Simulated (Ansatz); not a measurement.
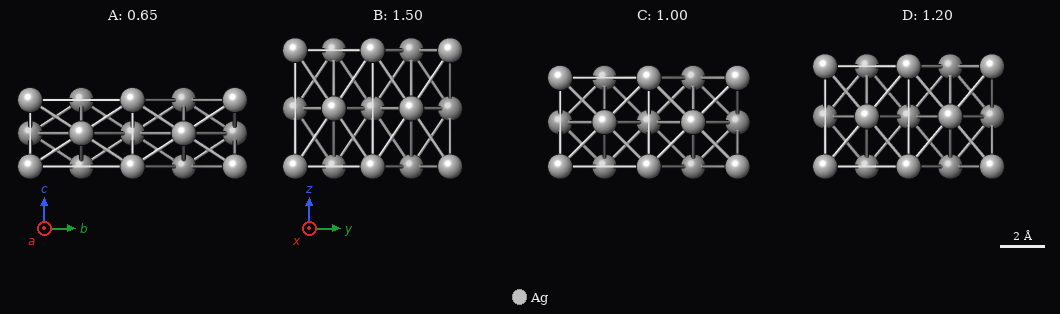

A scan of solid Ag (Fm-3m): the ratio of the cell's length along z to its lengths across, counted as 1 for the reference, is changed at fixed volume (a tetragonal or Bain path), with the atoms kept at their fractional coordinates. x, y and z are the Cartesian axes of the input. Style: ball-and-stick. Shown: the conventional cell (4 times the calculation's cell), repeated 1 × 2 × 1 with one cell outlined, along the a axis. Lengths and directions refer to the drawn axes.

Computed with Ansatz, DFT PBEsol, scalar-relativistic, plane waves, PAW. Settings: plane-wave cutoff 420 eV; k-point mesh 22 × 22 × 22; occupations gaussian; smearing width 0.15 eV; no spin polarisation. Energies (free energies at the smearing named) are counted from the cell as listed in its source, which wasn't relaxed.

Q: Order these geometries by energy, lowest first.

A: Lowest first: C (the relative ratio 1.00, 0 meV/atom), A (the relative ratio 0.65, 36 meV/atom), D (the relative ratio 1.20, 64 meV/atom), B (the relative ratio 1.50, 447 meV/atom). Over the whole scan: of the computed points the lowest is at the relative ratio 1.00, 0 meV/atom. The unrelaxed reference is under a pressure of −2.6 GPa. The distortion takes the space group from Fm-3m to I4/mmm, except for Im-3m at 0.707. At the relative ratio 1.50 the cell of the drawing goes a 4.086 → 3.570 Å, b 4.086 → 3.570 Å, c 4.086 → 5.354 Å.
